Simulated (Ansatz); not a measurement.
## Run report: Ti, geometry relaxation

The run: geometry relaxation of Ti (Fm-3m, 1 atom in the cell). Method and program: DFT, PBEsol, plane waves, PAW, no spin polarisation (Ansatz 0.2.0).

The structure derives from an entry of the Crystallography Open Database. Figures and captions count atoms from 1; the log counts them from 0 in places.

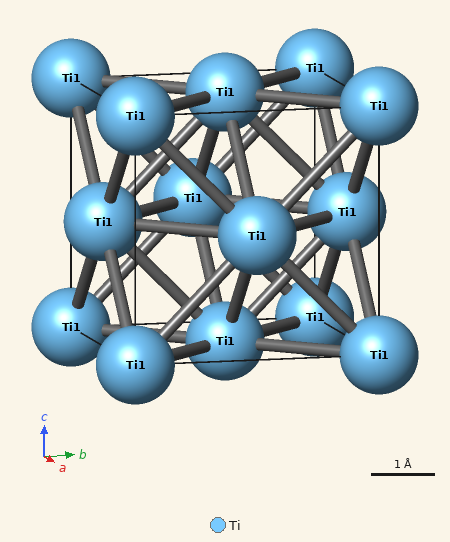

**Figure 1.** The structure as given in the input (ball-and-stick view of the cell 4 times as large as that of the calculation, set on its symmetry axes, seen slightly off an axis; atoms are numbered from 1 in the order of the input). An atom can appear more than once, as a periodic image.

### Input
```yaml
crystal:
  lattice:
    - [0.0, 2.03, 2.03]
    - [2.03, 0.0, 2.03]
    - [2.03, 2.03, 0.0]
  atoms:
    - { symbol: Ti, position: [0.0, 0.0, 0.0] }
kpoints:
  mp_grid: { grid: [18, 18, 18], shift: [0.5, 0.5, 0.5] }
hamiltonian:
  xc: pbesol
scf:
  occupations: { method: gaussian, width: 0.1 }
  lower_state_search: "off"
output:
  forces: true
  eigenvalues: true
  stress: true
relax:
  adjacent_minimum: "off"
  f_tol: 0.005
  max_steps: 80
  cell: { stress_tol: 0.05 }
```

Run as:
```bash
ansatz run input.yaml --threads 2 --pin off --max-ram 5120MiB --backend cpu --events-out ev --progress --plain --runs-dir out
```

### Log
```
Warning: crystal.symmetry: narrowed to the stabiliser of the k-point mesh — unitary ops 48 → 12; excluded 36 operations that carry a point of the 18×18×18 mesh (shift [0.5, 0.5, 0.5]) off the mesh (the run samples exactly the mesh kpoints.mp_grid names, as under crystal.symmetry.detect: false, and its converged state has the mesh's symmetry, not the crystal's; ε∞, the Born charges and the force constants of a linear response (`dielectric:` by the response, `phonons.method: dfpt`) are averaged over those of the crystal's operations that the state keeps within a tolerance, where `mesh_tensors`, `unaveraged_element` or `gamma_mean_max_change_ev_ang2` stands beside them; a row that `dielectric.field_direction` solves alone is averaged likewise, with nothing beside; a Γ-centred mesh of equal divisions is mapped onto itself by every operation and keeps the whole group, as does a half-shifted one under kpoints.further_shifts: images)
Engine: ansatz 0.2.0, x86_64-unknown-linux-gnu
Pseudopotentials: kind: paw
Pseudopotential: Ti, paw, valence charge 12, recommended cutoff 420 eV (normal), Ti.paw.azcp
Functional definition: PBEsol
  exchange = pbesol_x
  correlation = pbesol_c
Crystal: 1 atoms, lattice volume = 16.731 Å³
Basis set: ecut = 420 eV, 331 PW (Γ), exchange–correlation on 40×40×40 points (8 copies of the dense FFT grid, shifted against one another)
Bands: 10, of which v1, the nominal top of the filled ones, is band 6 counted from 1 (5 counted from 0)
Symmetry: 12 space group operations
k-points: 570 of 5832
Non-local potential: Ti, projectors of the file, l = 0: 3, l = 1: 2, l = 2: 3, l = 3: 1
PAW form: soft (Blöchl's): semilocal exchange-correlation on the pseudo side does not see the compensation charge
PAW frozen core: Ti, regenerated for the run's functional, and the local potential with it (the file was generated under x = pbe(κ = 0.804, μ = 0.2195149727645171), c = pbe(β = 0.06672455060314922))
PAW one-centre angular grid: Ti, 590 points (default); XC on 64 Gauss nodes
Initial density: superposition of atomic densities (neutral atoms: chi_scale 0, normalization atom), corrected by the library's trained network
Initial wavefunctions: pseudopotential atomic-orbital guess
Functional: x = pbesol(κ = 0.804, μ = 0.12345679012345678), c = pbesol(β = 0.046)
SCF iter   1: F=—  HF=-2473.846382 eV  |F-HF|=—  |Δ(HF+E_count)|=         —  Δρ=6.79e-3  dr2=5.67e-3  ethr=1.77e-3  ⟨swp⟩=4.3  Hψ=29765  notcnv=0
preconditioner: auto → none  [metal: Δε(μ)=0.008 eV  Ē_g=4.324 eV  σ=0.100 eV  W_gap=0.05  n_scr=0 (ndim 8)  ℏωp=18.2 eV  f_vac=0.000  D(μ)=1.69/eV (n_scr^D=14)]
SCF iter   2: F=—  HF=-2473.844531 eV  |F-HF|=—  |Δ(HF+E_count)|=   1.85e-3  Δρ=2.09e-3  dr2=4.24e-4  ethr=4.72e-5  ⟨swp⟩=3.0  Hψ=15759  notcnv=0  defer=17
SCF iter   3: F=—  HF=-2473.844428 eV  |F-HF|=—  |Δ(HF+E_count)|=   1.03e-4  Δρ=1.00e-3  dr2=4.15e-5  ethr=3.54e-6  ⟨swp⟩=2.9  Hψ=9277  notcnv=0  defer=17
SCF iter   4: F=—  HF=-2473.844448 eV  |F-HF|=—  |Δ(HF+E_count)|=   2.02e-5  Δρ=8.27e-5  dr2=4.07e-7  ethr=3.46e-7  ⟨swp⟩=1.0  Hψ=5683  notcnv=0  defer=17
iter 5 did not close the SCF: its close was put off for the readings that it lacked (scf_convergence_deferred on its scf_iter line)
SCF iter   5: F=-2473.844448 eV  HF=-2473.844448 eV  |F-HF|=1.70e-9  |Δ(HF+E_count)|=   8.83e-8  Δρ=5.64e-6  dr2=3.87e-9  ethr=3.39e-9  ⟨swp⟩=2.0  Hψ=6531  notcnv=0  defer=17
SCF iter   6: F=-2473.844448 eV  HF=-2473.844448 eV  |F-HF|=5.00e-12  |Δ(HF+E_count)|=  3.67e-10  Δρ=5.59e-7  dr2=2.33e-11  ethr=3.22e-11  ⟨swp⟩=1.6  Hψ=16965  notcnv=0
SCF 1 converged in 6 iterations: F = -2473.844448 eV  dr2 = 2.33e-11
  greatest PAW one-centre occupation: 0.999 electrons in one spin orbital (limit 2), on the Ti atom at site 0 (counted from 0), in its partial waves of l = 0
relax step   1: F+E_penalty+E_count = -2473.84444847 eV  Δ(F+E_penalty+E_count) = +0.000e0 eV  max|allowed force component| = 0.000e0 eV/Å  Δτ_max = 0.0000 Å  P = -0.346 GPa  Ω = 16.731 Å³  (6 SCF iters, dr2 threshold 1.00e-7 eV, accepted)
Crystal: 1 atoms, lattice volume = 16.642 Å³
Initial density: handed on by an earlier stage of this run
Initial wavefunctions: those handed on with the density
iter 1 solved again at ethr=2.92e-8 eV; its pass at ethr=3.10e-3 eV (dr2=3.51e-6 eV) is discarded
SCF iter   1: F=—  HF=-2473.844478 eV  |F-HF|=—  |Δ(HF+E_count)|=         —  Δρ=1.62e-4  dr2=4.49e-6  ethr=2.92e-8  ⟨swp⟩=2.0  Hψ=38385  notcnv=0
preconditioner: auto → none  [metal: Δε(μ)=0.018 eV  Ē_g=4.311 eV  σ=0.100 eV  W_gap=0.10  n_scr=0 (ndim 8)  ℏωp=18.2 eV  f_vac=0.000  D(μ)=1.68/eV (n_scr^D=14)]
SCF iter   2: F=—  HF=-2473.844479 eV  |F-HF|=—  |Δ(HF+E_count)|=   5.11e-7  Δρ=8.68e-5  dr2=6.20e-7  ethr=2.92e-8  ⟨swp⟩=2.1  Hψ=8269  notcnv=0
SCF iter   3: F=—  HF=-2473.844479 eV  |F-HF|=—  |Δ(HF+E_count)|=   2.84e-7  Δρ=2.82e-5  dr2=4.36e-8  ethr=8.33e-10  ⟨swp⟩=5.0  Hψ=25940  notcnv=0
SCF iter   4: F=-2473.844479 eV  HF=-2473.844479 eV  |F-HF|=1.78e-9  |Δ(HF+E_count)|=   2.35e-7  Δρ=4.15e-6  dr2=2.04e-9  ethr=3.64e-10  ⟨swp⟩=4.9  Hψ=24734  notcnv=0
SCF 2 converged in 4 iterations: F = -2473.844479 eV  dr2 = 2.04e-9
relax step   2: F+E_penalty+E_count = -2473.84447918 eV  Δ(F+E_penalty+E_count) = -3.070e-5 eV  max|allowed force component| = 0.000e0 eV/Å  Δτ_max = 0.0000 Å  P = +0.260 GPa  Ω = 16.642 Å³  energy of the carried Pulay correction = +5.708e-6 eV  (4 SCF iters, dr2 threshold 1.00e-7 eV, accepted)
Crystal: 1 atoms, lattice volume = 16.680 Å³
iter 1 solved again at ethr=5.59e-9 eV; its pass at ethr=3.10e-3 eV (dr2=6.71e-7 eV) is discarded
SCF iter   1: F=—  HF=-2473.844507 eV  |F-HF|=—  |Δ(HF+E_count)|=         —  Δρ=7.02e-5  dr2=8.76e-7  ethr=5.59e-9  ⟨swp⟩=2.0  Hψ=36996  notcnv=0
preconditioner: auto → none  [metal: Δε(μ)=0.018 eV  Ē_g=4.300 eV  σ=0.100 eV  W_gap=0.10  n_scr=0 (ndim 8)  ℏωp=18.2 eV  f_vac=0.000  D(μ)=1.69/eV (n_scr^D=14)]
SCF iter   2: F=—  HF=-2473.844507 eV  |F-HF|=—  |Δ(HF+E_count)|=   2.44e-7  Δρ=3.67e-5  dr2=1.12e-7  ethr=5.59e-9  ⟨swp⟩=2.1  Hψ=8322  notcnv=0
SCF iter   3: F=-2473.844507 eV  HF=-2473.844507 eV  |F-HF|=3.71e-8  |Δ(HF+E_count)|=   3.62e-8  Δρ=1.22e-5  dr2=8.26e-9  ethr=8.33e-10  ⟨swp⟩=4.9  Hψ=24761  notcnv=0
SCF 3 converged in 3 iterations: F = -2473.844507 eV  dr2 = 8.26e-9
relax step   3: F+E_penalty+E_count = -2473.84450733 eV  Δ(F+E_penalty+E_count) = -2.815e-5 eV  max|allowed force component| = 0.000e0 eV/Å  Δτ_max = 0.0000 Å  P = -0.001 GPa  Ω = 16.680 Å³  energy of the carried Pulay correction = +3.266e-6 eV  (3 SCF iters, dr2 threshold 1.00e-7 eV, accepted)
Initial wavefunctions: pseudopotential atomic-orbital guess (no wavefunctions were taken with the density)
iter 1 solved again at ethr=2.44e-8 eV; its pass at ethr=3.10e-3 eV (dr2=2.93e-6 eV) is discarded
SCF iter   1: F=—  HF=-2473.844504 eV  |F-HF|=—  |Δ(HF+E_count)|=         —  Δρ=1.18e-5  dr2=7.87e-9  ethr=2.44e-8  ⟨swp⟩=2.2  Hψ=43044  notcnv=0
SCF iter   2: F=—  HF=-2473.844505 eV  |F-HF|=—  |Δ(HF+E_count)|=   2.18e-7  Δρ=6.17e-6  dr2=2.20e-9  ethr=6.56e-11  ⟨swp⟩=2.1  Hψ=7195  notcnv=0
SCF iter   3: F=—  HF=-2473.844505 eV  |F-HF|=—  |Δ(HF+E_count)|=   1.14e-8  Δρ=3.36e-6  dr2=1.64e-9  ethr=1.83e-11  ⟨swp⟩=2.0  Hψ=9066  notcnv=0
SCF iter   4: F=—  HF=-2473.844505 eV  |F-HF|=—  |Δ(HF+E_count)|=  6.33e-10  Δρ=3.36e-7  dr2=1.79e-11  ethr=1.37e-11  ⟨swp⟩=2.1  Hψ=8305  notcnv=0
SCF iter   5: F=-2473.844505 eV  HF=-2473.844505 eV  |F-HF|=4.55e-13  |Δ(HF+E_count)|=  5.91e-12  Δρ=4.86e-8  dr2=3.96e-13  ethr=1.00e-12  ⟨swp⟩=4.4  Hψ=18614  notcnv=0
SCF 4 converged in 5 iterations: F = -2473.844505 eV  dr2 = 3.96e-13
relax step   4: F+E_penalty+E_count = -2473.84450464 eV  Δ(F+E_penalty+E_count) = +2.684e-6 eV  max|allowed force component| = 0.000e0 eV/Å  Δτ_max = 0.0000 Å  P = -0.001 GPa  Ω = 16.680 Å³  stress off target by 7.82e-3 GPa  SCF on the basis re-selected at this cell (its energy is not comparable with the rows above)  (5 SCF iters)
```

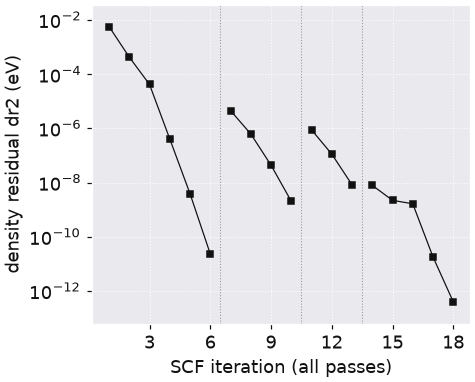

**Figure 2.** Convergence of the self-consistent field: density residual dr2 against the SCF iteration. The dotted lines part the SCF passes of the relaxation: geometry steps, rejected trials and re-solves on a re-selected basis. The passes take 6, 4, 3 and 5 iterations.

```
basis re-selected at this cell: Δ(F+E_penalty+E_count) = +2.684e-6 eV, ΔP = +0.001 GPa vs the last step (what re-selecting the basis moved, of the pressure what is left beyond the Pulay correction that the steps carried, after the strain that the cell walked since its last selection, with what the two solves' SCF thresholds leave and, on support functions, any second-order correction that the steps lacked; it is no measure of the basis error at this ecutwfc). This SCF's stress stands 7.82e-3 GPa from its target on what of the cell is left free (relax.cell.stress_tol is 5.00e-2 GPa) and its largest allowed force component is 0.00e0 eV/Å (relax.f_tol is 5.00e-3 eV/Å): within both
SCF converged after 5 iterations
Free energy (F): -2473.844505 eV
Harris-Foulkes:  -2473.844505 eV  (|F-HF|=4.55e-13)
Internal energy: -2473.836071 eV  (E = F + TS)
E sigma→0 (E₀):  -2473.840288 eV
Entropy (-TS):   -0.008434 eV (-8.434 meV/atom)
Fermi energy:    13.785191 eV
--- Per-component energies (eV) ---
  E_band       = -149.184158
  E_kinetic    = 273.278644
  E_local      = -791.003705  (includes V_loc(G=0)·N_el)
  E_nonlocal   = 9.517002
  E_hartree    = 325.802703
  E_xc         = -96.937815
  E_vxc        = -121.823159  (∫ρ·V_xc dr)
  E_paw        = -1022.642179  (= ΣΔE_a)
  E_vpaw       = -170.758477  (= ΣTr[D̂ρ^β])
  E_aug_tail   = 0.000110  (compensation charges beyond the density's cutoff)
  E_ewald      = -1171.990214
  E_core_change = 0.139384  (= ΣΔE_core)
  E_smearing   = -0.008434  (= −TS)
  E_closure    = 0.000000  (closes the sum)
  Σ components = -2473.844505   (vs F -2473.844505, Δ=0.00e0)
--- Forces (eV/Å), atoms counted from 1 ---
  atom   1  Ti    -0.00000000     0.00000000     0.00000000
  max |Σ_I F_I| component: 1.44e-32 eV/Å
--- Stress (GPa, compression-positive) ---
       -0.000656      -0.003581      -0.003581
       -0.003581      -0.000656      -0.003581
       -0.003581      -0.003581      -0.000656
  P = ⅓ Tr σ = -0.0007 GPa (-0.007 kbar)
--- Band table (eV; the first three rows and the last of 570) ---
  k-point 0: bands = ["-42.5790", "-18.5064", "-18.5014", "-18.5014", "7.6453", "14.6755", "14.6990", "14.6990", "16.4074", "16.4074"]
  k-point 1: bands = ["-42.5732", "-18.5371", "-18.5091", "-18.5034", "7.7833", "14.5829", "14.7466", "14.7589", "16.3399", "16.4086"]
  k-point 2: bands = ["-42.5592", "-18.6130", "-18.5208", "-18.5111", "8.1186", "14.3879", "14.8556", "14.8644", "16.2475", "16.3859"]
  k-point 569: bands = ["-42.4298", "-19.2696", "-18.6168", "-18.6031", "11.1818", "14.2297", "14.6182", "14.6445", "17.5406", "17.7683"]
--- Relaxed structure (3 steps of the walk, 3 accepted, 1 SCFs on fresh bases) ---
  F+E_penalty+E_count = -2473.84450464 eV   max|allowed force component| = 0.000e0 eV/Å   (the final SCF, on the basis selected at the relaxed cell)
  cell:  # Å, volume = 16.6801 Å³
    - [-0.0004042270722022099, 2.0277448342226574, 2.0277448342226574]
    - [2.0277448342226574, -0.0004042270722022096, 2.0277448342226574]
    - [2.0277448342226574, 2.0277448342226574, -0.00040422707220220976]
  atoms:
    - { symbol: Ti, position: [0.0, 0.0, 0.0] }
```

### Trajectory as extended XYZ (Å, eV, eV/Å), 4 frames, from step=1 to step=4
```
1
Lattice="0.0000 2.0300 2.0300 2.0300 0.0000 2.0300 2.0300 2.0300 0.0000" Properties=species:S:1:pos:R:3:forces:R:3 step=1 energy=-2473.84445 pressure_GPa=-0.35
Ti    0.0000    0.0000    0.0000    0.0000   0.0000   0.0000
1
Lattice="-0.0004 2.0262 2.0262 2.0262 -0.0004 2.0262 2.0262 2.0262 -0.0004" Properties=species:S:1:pos:R:3:forces:R:3 step=2 energy=-2473.84448 pressure_GPa=0.26
Ti    0.0000    0.0000    0.0000    0.0000   0.0000   0.0000
1
Lattice="-0.0004 2.0277 2.0277 2.0277 -0.0004 2.0277 2.0277 2.0277 -0.0004" Properties=species:S:1:pos:R:3:forces:R:3 step=3 energy=-2473.84451 pressure_GPa=-0.00
Ti    0.0000    0.0000    0.0000    0.0000   0.0000   0.0000
1
Lattice="-0.0004 2.0277 2.0277 2.0277 -0.0004 2.0277 2.0277 2.0277 -0.0004" Properties=species:S:1:pos:R:3:forces:R:3 step=4 energy=-2473.84451 pressure_GPa=-0.00
Ti    0.0000    0.0000    0.0000    0.0000   0.0000   0.0000
```

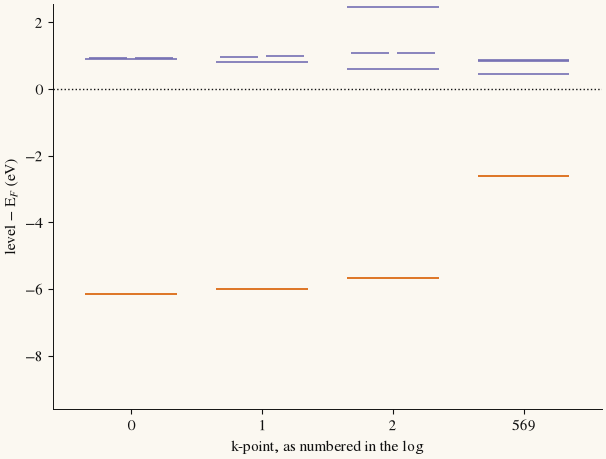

**Figure 3.** Kohn–Sham levels near the Fermi level (dotted) at the few k-points that the log prints; levels within 0.02 eV of each other stand side by side. The system is metallic on the full mesh.

### Results in brief

```json
{"quantity": "outcome", "value": "converged"}
{"quantity": "space group (tolerance 0.01 Å)", "value": "Fm-3m (225)"}
{"quantity": "electrons treated", "value": "12"}
{"quantity": "free energy", "value": "−2473.8445 eV"}
{"quantity": "Fermi energy", "value": "13.785 eV"}
{"quantity": "gap on the k-point mesh", "value": "none (metallic)"}
{"quantity": "pressure", "value": "0.00 GPa"}
{"quantity": "final volume", "value": "16.68 Å³"}
{"quantity": "largest force (length of the vector) at the end", "value": "under 0.001 eV/Å"}
{"quantity": "final cell", "value": "a = 2.868 Å, b = 2.868 Å, c = 2.868 Å, α = 60.01°, β = 60.01°, γ = 60.01°"}
{"quantity": "hardware", "value": "2 threads of AMD EPYC (Zen 5), 32 GiB of memory available, shared host"}
{"quantity": "wall time", "value": "4.4 s (CPU time 8.4 s)"}
{"quantity": "peak memory", "value": "0.48 GiB"}
```

### Notes

Settings chosen away from the usual ones: kpoints.mp_grid.shift set to [0.5, 0.5, 0.5]; scf.lower_state_search set to off; basis.ecutwfc removed. Warnings of the run: the k-point mesh lowers the symmetry that the run can use.
